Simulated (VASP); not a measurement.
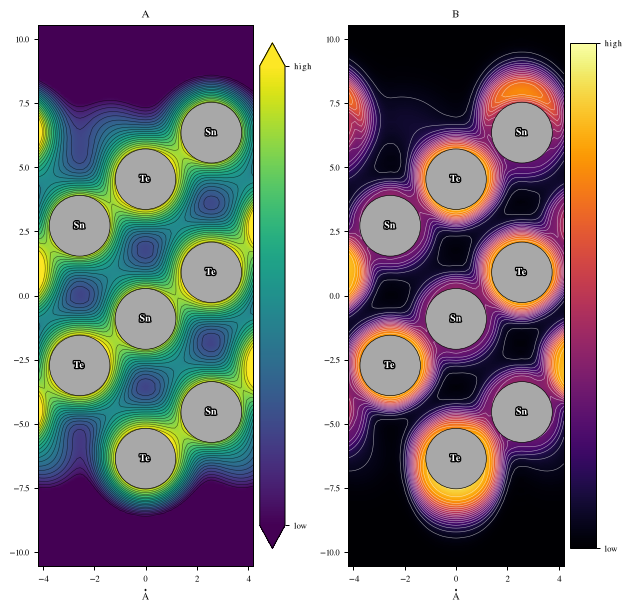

SnTe (slab): 2 fields on the (110) plane of the calculation cell, a cut from vacuum to vacuum, with unlabelled colour scales. Grey discs cover the atomic cores.

Not relaxed (largest force 1.6 eV/Å).

Computed with Kohn-Sham DFT of a periodic cell, PBEsol, VASP PAW PBE potentials, recommended (VASP 6.6.1).

```
Te Sn
1.0
     4.44632    0.00000    0.00000
    -2.22316    3.85063    0.00000
     0.00000    0.00000   27.70642
Te Sn
4 4
Cartesian
  0.0000 2.5671 7.5001
  0.0000 0.0000 11.1305
  2.2232 1.2835 14.7609
  0.0000 2.5671 18.3912
  2.2232 1.2835 9.3152
  0.0000 2.5671 12.9455
  0.0000 0.0000 16.5759
  2.2232 1.2835 20.2063
```

**The panels show electron localisation function and valence pseudo-density in some order. Assign them.**

Panel A: valence pseudo-density. Panel B: electron localisation function. From the grid: Sn–Te (3.14 Å): ρ at the midpoint is about 0.24 e/Å³; the ELF is about 0.60 at the midpoint and 0.35 at its lowest between the atoms.
